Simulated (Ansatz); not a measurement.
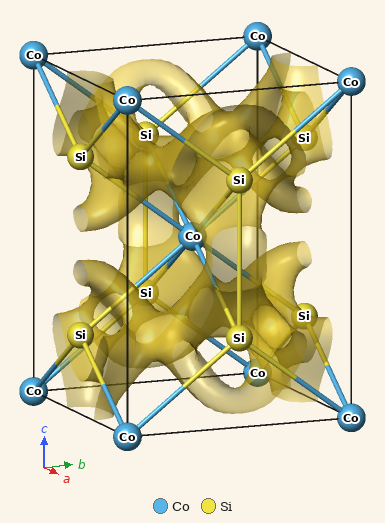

The picture shows: CoSi2. Isosurface of the electron localisation function at 0.6 (yellow), seen slightly off an axis. Core shells and regions of very low density are left out. Sticks mark near contacts.

Space group Immm; a point of a scan over the structure, not its minimum; not relaxed (largest force 0.9 eV/Å); computed without spin polarisation; PAW files of the earlier set (soft_1).

Method: DFT PBE, scalar-relativistic, plane waves, PAW in Ansatz.

In a PAW calculation such maps are meaningful between the atoms, not at the nuclei.

**Where are the electrons localised?**

The surface consists of one network that runs through the whole crystal, counted in one cell of 6 atoms. Any copies at cell faces, edges or corners count once. Profiles from the grid: Co–Si (2.27 Å): the ELF peaks at about 0.75 in the valence shell of Si, 0.9 Å from its nucleus, and is about 0.50 at the midpoint. Si–Si (2.52 Å): the ELF peaks at about 0.75 between the atoms.

**Metal or insulator at this level of theory?**

It is metallic or semimetallic at this level of theory: no gap opens.
